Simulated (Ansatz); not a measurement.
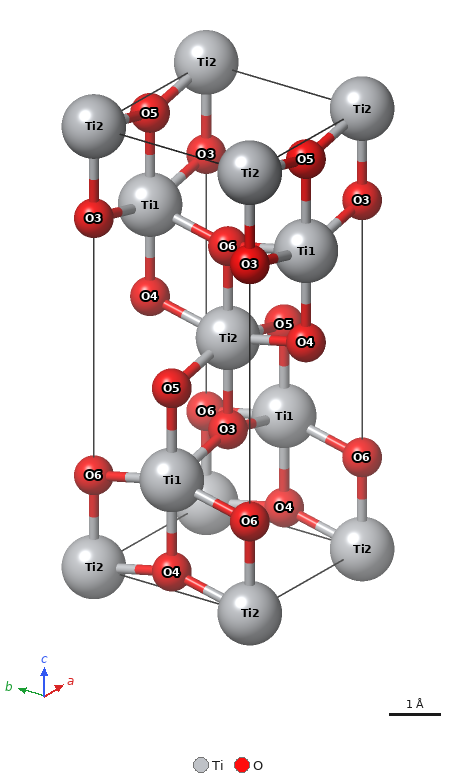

**Figure 1.** The structure of run 1 (ball-and-stick view of the cell 2 times as large as that of the calculation, set on its symmetry axes, seen at an oblique angle; atoms are numbered from 1 in the order of the input). An atom can appear more than once, as a periodic image.

# Mending a geometry relaxation on TiO2

System: TiO2 (6 atoms in the cell).
Method of run 1: DFT, PBE, plane waves, PAW (Ansatz 0.2.0).

The structure derives from an entry of the Crystallography Open Database. Text and figures count atoms from 1; the logs count them from 0 in places.

**The input, run 1**
```yaml
crystal:
  lattice:
    - [-1.8921, 1.8921, 4.7573]
    - [1.8921, -1.8921, 4.7573]
    - [1.8921, 1.8921, -4.7573]
  atoms:
    - { symbol: ti, position: [0.75, 0.25, 0.5] }
    - { symbol: Ti, position: [0.0, 0.0, 0.0] }
    - { symbol: O, position: [0.7919, 0.7919, 0.0] }
    - { symbol: O, position: [0.5419, 0.0419, 0.5] }
    - { symbol: O, position: [0.9581, 0.4581, 0.5] }
    - { symbol: O, position: [0.2081, 0.2081, 0.0] }
hamiltonian:
  xc: pbe
  pseudopotentials: { kind: paw }
kpoints:
  mp_grid: { grid: [10, 10, 10] }
scf:
  occupations: { method: fermi_dirac, width: 0.05 }
  max_iter: 60
output:
  forces: true
  stress: true
  eigenvalues: true
relax:
  f_tol: 0.01
  max_steps: 40
  cell: { stress_tol: 0.05 }
```

Launched with:
```bash
ansatz run input.yaml --threads 2 --pin off --max-ram 5632MiB --backend cpu --events-out ev --progress --plain --runs-dir out
```

Hardware: 2 threads of Arm Neoverse V2, 24 GiB of memory available, shared host.

**Output (run 1)**
```
Error: YAML parse error: error: line 7 column 17: `ti` is not an element symbol (H … Og, case-exact)
 --> <input>:7:17
  |
5 |     - [1.8921, 1.8921, -4.7573]
6 |   atoms:
7 |     - { symbol: ti, position: [0.75, 0.25, 0.5] }
  |                 ^ `ti` is not an element symbol (H … Og, case-exact)
8 |     - { symbol: Ti, position: [0.0, 0.0, 0.0] }
9 |     - { symbol: O, position: [0.7919, 0.7919, 0.0] }
  |
```

Q: What went wrong, and how is the input to be mended?

A: This input holds a deliberate fault: an unknown element (`crystal.atoms[0].symbol`). The program refused the input: “YAML parse error: error: line 7 column 17: `ti` is not an element symbol (H … Og, case-exact) --> <input>:7:17 | 5 | - [1.8921, 1.8921, -4.7573] 6 | atoms: 7 | - { symbol: ti, position: [0.75, 0.25, 0.5] } | ^ `ti` is not an element symbol (H … Og, case-exact) 8 | - { symbol: Ti, position: [0.0, 0.0, 0.0] } 9 | - { …”

A run of the same system that converges differs from this input as follows (lines with − go, lines with + come):
```diff
-    - { symbol: ti, position: [0.75, 0.25, 0.5] }
+    - { symbol: Ti, position: [0.75, 0.25, 0.5] }
-  max_iter: 60
```

**Output, shortened to warnings, some set-up lines, iterations and results (run 2)**
```
Basis set: ecut = 420 eV, 1315 PW (Γ), FFT grids on a1+a3, a2+a3, a3, exchange–correlation on 54×54×80 points (8 copies of the dense FFT grid, shifted against one another)
Symmetry: 16 space group operations
k-points: 102 of 1000
Initial density: superposition of atomic densities (neutral atoms: chi_scale 0, normalization atom), corrected by the library's trained network
[...]
SCF iter   1: F=—  HF=-7277.469277 eV  |F-HF|=—  |Δ(HF+E_count)|=         —  Δρ=3.44e-3  dr2=3.14e-3  ethr=1.77e-3  ⟨swp⟩=4.7  Hψ=12489  notcnv=0
SCF iter   2: F=—  HF=-7277.470922 eV  |F-HF|=—  |Δ(HF+E_count)|=   1.64e-3  Δρ=2.63e-3  dr2=3.48e-3  ethr=6.54e-6  ⟨swp⟩=2.9  Hψ=6660  notcnv=0  defer=162
SCF iter   3: F=—  HF=-7277.470785 eV  |F-HF|=—  |Δ(HF+E_count)|=   1.36e-4  Δρ=1.47e-3  dr2=1.01e-3  ethr=6.54e-6  ⟨swp⟩=2.0  Hψ=4809  notcnv=0  defer=162
SCF iter   4: F=—  HF=-7277.470900 eV  |F-HF|=—  |Δ(HF+E_count)|=   1.15e-4  Δρ=6.31e-4  dr2=1.73e-4  ethr=2.10e-6  ⟨swp⟩=2.1  Hψ=3522  notcnv=0  defer=162
SCF iter   5: F=—  HF=-7277.470937 eV  |F-HF|=—  |Δ(HF+E_count)|=   3.69e-5  Δρ=1.36e-4  dr2=7.99e-6  ethr=3.61e-7  ⟨swp⟩=2.0  Hψ=3793  notcnv=0  defer=162
[... 45 lines ...]
SCF iter   4: F=—  HF=-7277.499890 eV  |F-HF|=—  |Δ(HF+E_count)|=   5.34e-6  Δρ=4.76e-6  dr2=7.01e-9  ethr=1.44e-10  ⟨swp⟩=2.0  Hψ=4075  notcnv=0
SCF iter   5: F=—  HF=-7277.499890 eV  |F-HF|=—  |Δ(HF+E_count)|=   2.35e-7  Δρ=1.13e-6  dr2=5.83e-10  ethr=1.46e-11  ⟨swp⟩=2.0  Hψ=4108  notcnv=0
SCF iter   6: F=-7277.499890 eV  HF=-7277.499890 eV  |F-HF|=5.09e-11  |Δ(HF+E_count)|=   1.37e-8  Δρ=3.31e-7  dr2=5.98e-11  ethr=1.00e-12  ⟨swp⟩=3.1  Hψ=12187  notcnv=0
SCF 7 converged in 6 iterations: F = -7277.499890 eV  dr2 = 5.98e-11
relax step   7: F+E_penalty+E_count = -7277.49989020 eV  Δ(F+E_penalty+E_count) = -3.805e-4 eV  max|allowed force component| = 5.237e-4 eV/Å  Δτ_max = 0.0000 Å  P = +0.018 …
basis re-selected at this cell: Δ(F+E_penalty+E_count) = -3.805e-4 eV, ΔP = +0.005 GPa vs the last step (what re-selecting the basis moved, of the pressure what is left beyond the Pulay correction that the steps carried, after the strain that the cell walked since its last selection, with what the …
SCF converged after 6 iterations
Free energy (F): -7277.499890 eV
Harris-Foulkes:  -7277.499890 eV  (|F-HF|=5.09e-11)
Internal energy: -7277.499890 eV  (E = F + TS)
E sigma→0 (E₀):  -7277.499890 eV
Fermi energy:    8.088751 eV
--- Per-component energies (eV) ---
  E_band       = -471.240676
  E_kinetic    = 1244.871464
  E_local      = -3615.905297  (includes V_loc(G=0)·N_el)
  E_nonlocal   = 196.372630
  E_hartree    = 1400.984831
  E_xc         = -492.102929
  E_vxc        = -623.124865  (∫ρ·V_xc dr)
  E_paw        = -2721.734701  (= ΣΔE_a)
  E_vpaw       = -475.434429  (= ΣTr[D̂ρ^β])
  E_aug_tail   = 0.010154  (compensation charges beyond the density's cutoff)
  E_ewald      = -3289.996042
  E_smearing   = -0.000000  (= −TS)
  E_closure    = 0.000000  (closes the sum)
  Σ components = -7277.499890   (vs F -7277.499890, Δ=0.00e0)
--- Forces (eV/Å), atoms counted from 1 ---
  atom   1  Ti     0.00000000     0.00000000     0.00000000
  atom   2  Ti     0.00000000     0.00000000     0.00000000
  atom   3  O      0.00000000    -0.00000000    -0.00052374
  atom   4  O      0.00000000     0.00000000    -0.00052374
  atom   5  O      0.00000000     0.00000000     0.00052374
  atom   6  O      0.00000000    -0.00000000     0.00052374
  max |Σ_I F_I| component: 8.67e-19 eV/Å
--- Stress (GPa, compression-positive) ---
        0.002400       0.000000       0.000000
        0.000000       0.002400      -0.000000
        0.000000       0.000000       0.048735
  P = ⅓ Tr σ = 0.0178 GPa (0.178 kbar)
--- Relaxed structure (5 steps of the walk, 5 accepted, 2 SCFs on fresh bases) ---
  F+E_penalty+E_count = -7277.49989020 eV   max|allowed force component| = 5.237e-4 eV/Å   (the final SCF, on the basis selected at the relaxed cell)
  cell:  # Å, volume = 69.9835 Å³
    - [-1.8996067926346618, 1.8996067926346618, 4.8485113909828135]
    - [1.8996067926346618, -1.8996067926346618, 4.8485113909828135]
    - [1.8996067926346618, 1.8996067926346618, -4.8485113909828135]
  atoms:
[...]
```

**The two runs side by side**

| quantity | run 1 | run 2 |
| --- | --- | --- |
| outcome | refused | converged |
| free energy per atom (eV) | – | −1212.9166 |
| gap on the mesh (eV) | – | 2.13 |
| pressure (GPa) | – | 0.02 |
| volume per atom (Å³) | – | 11.66 |
| largest force (eV/Å) | – | 0.001 |
| SCF iterations | – | 41 |
| irreducible k-points | – | 102 |
